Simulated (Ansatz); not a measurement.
Consider Al₁₁Cu₆ (cell with a defect).

```cif
data_structure
_symmetry_space_group_name_H-M 'P 1'
_symmetry_Int_Tables_number 1
_cell_length_a 7.0823
_cell_length_b 7.0823
_cell_length_c 7.0827
_cell_angle_alpha 80.409
_cell_angle_beta 60.002
_cell_angle_gamma 70.535
_cell_volume 290.08
loop_
_atom_site_label
_atom_site_type_symbol
_atom_site_fract_x
_atom_site_fract_y
_atom_site_fract_z
_atom_site_occupancy
Al1 Al 0.45763 0.62657 0.33375 1
Al2 Al 0.62501 0.12362 0.00161 1
Al3 Al 0.95995 0.12362 0.33172 1
Al4 Al 0.79064 0.62672 0.66667 1
Al5 Al 0.12471 0.62657 0.99958 1
Al6 Al 0.37487 0.87593 0.99785 1
Al7 Al 0.53790 0.37260 0.66667 1
Al8 Al 0.70605 0.87593 0.33549 1
Al9 Al 0.04278 0.87593 0.66667 1
Al10 Al 0.88013 0.37350 0.99574 1
Al11 Al 0.20921 0.37350 0.33759 1
Cu1 Cu 0.41635 0.75232 0.66667 1
Cu2 Cu 0.58360 0.25060 0.33407 1
Cu3 Cu 0.74931 0.74844 0.00161 1
Cu4 Cu 0.08426 0.74844 0.33172 1
Cu5 Cu 0.91495 0.25013 0.66667 1
Cu6 Cu 0.25100 0.25060 0.99926 1
```

Computed without spin polarisation.

The calculation used DFT PBE, scalar-relativistic, plane waves, PAW in Ansatz 0.2.0.

**Predict the valence pseudo-density and electron localisation function between the atoms.**

Al–Cu (2.50 Å): the density is about 0.31 e/Å³ at the midpoint; the ELF peaks at about 0.70 between the atoms.
Al–Cu (2.51 Å): the density is about 0.31 e/Å³ at the midpoint; the ELF peaks at about 0.70 between the atoms.

**Metal or insulator at this level of theory?**

It is metallic or semimetallic at this level of theory: no gap opens.

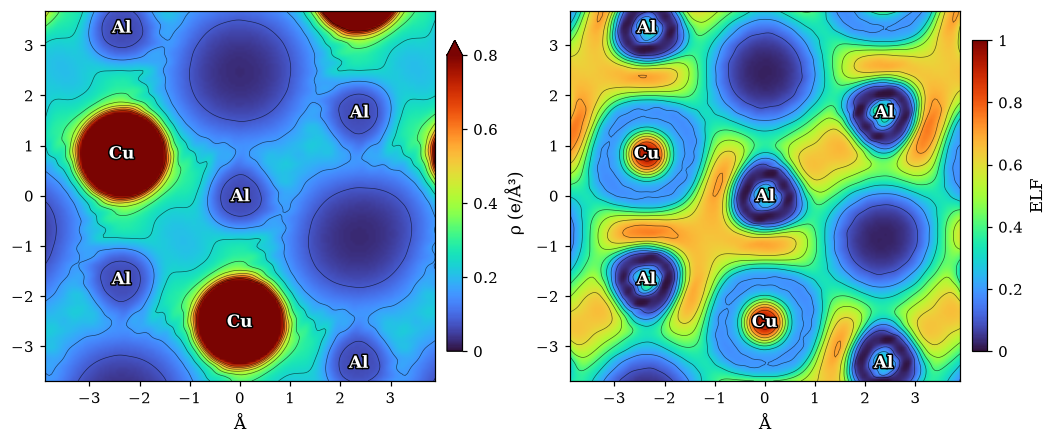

Computed valence pseudo-density and electron localisation function on the (001) plane of the calculation cell, in this order. 
